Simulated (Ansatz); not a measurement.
```cif
data_structure
_symmetry_space_group_name_H-M 'P 1'
_symmetry_Int_Tables_number 1
_cell_length_a 5.4351
_cell_length_b 5.4349
_cell_length_c 16.9246
_cell_angle_alpha 90.001
_cell_angle_beta 90.000
_cell_angle_gamma 120.000
_cell_volume 432.96
loop_
_atom_site_label
_atom_site_type_symbol
_atom_site_fract_x
_atom_site_fract_y
_atom_site_fract_z
_atom_site_occupancy
K1 K 0.33333 0.66667 0.80463 1
K2 K 0.66667 0.33333 0.47129 1
K3 K 0.00000 0.00000 0.13796 1
K4 K 0.99999 0.99999 0.86203 1
K5 K 0.33332 0.66666 0.52870 1
K6 K 0.66666 0.33333 0.19537 1
Mg1 Mg 0.66666 0.33333 0.99532 1
Mg2 Mg 0.00000 0.00000 0.66199 1
Mg3 Mg 0.33333 0.66667 0.32865 1
Mg4 Mg 0.66666 0.33333 0.67134 1
Mg5 Mg 0.99999 0.99999 0.33801 1
Mg6 Mg 0.33332 0.66666 0.00467 1
F1 F 0.59005 0.99234 0.93297 1
F2 F 0.92339 0.65900 0.59964 1
F3 F 0.25672 0.32567 0.26630 1
F4 F 0.26437 0.92339 0.40036 1
F5 F 0.93104 0.25673 0.73369 1
F6 F 0.59770 0.59006 0.06702 1
F7 F 0.32567 0.06896 0.73369 1
F8 F 0.65901 0.73563 0.40036 1
F9 F 0.99234 0.40229 0.06702 1
F10 F 0.00765 0.59770 0.93297 1
F11 F 0.34098 0.26437 0.59964 1
F12 F 0.67432 0.93103 0.26630 1
F13 F 0.40228 0.40993 0.93297 1
F14 F 0.06895 0.74327 0.26630 1
F15 F 0.73562 0.07660 0.59964 1
F16 F 0.74327 0.67432 0.73369 1
F17 F 0.07660 0.34099 0.40036 1
F18 F 0.40993 0.00766 0.06702 1
```

Space group R-3; a structure from a database of computed crystals, not necessarily the ambient phase; started from the CoNiO3-2 prototype, which need not be the ambient phase.

These are results of DFT, r2SCAN+rVV10, plane waves, PAW in Ansatz, not measurements.

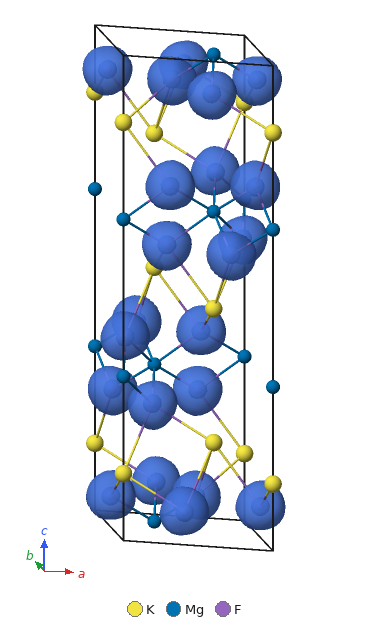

KMgF$_{3}$. Isosurface of the electron localisation function at 0.7 (blue), seen slightly off an axis. Only the valence region is drawn (cores and ρ < 0.01 e/Å³ removed). Sticks mark near contacts.

**What do the ELF domains correspond to?**

The surface consists of 18 regions wrapped around F (the valence shell of each), counted in one cell of 30 atoms. Regions shared between cells count once. Along the contacts the grid gives the following. Mg–F (1.99 Å): the ELF peaks at about 0.80 in the valence shell of F, 0.6 Å from its nucleus, and is about 0.25 at the midpoint: a largely ionic contact. K–F (2.51 Å): the ELF is about 0.05 at the midpoint; a closed-shell, largely ionic contact.
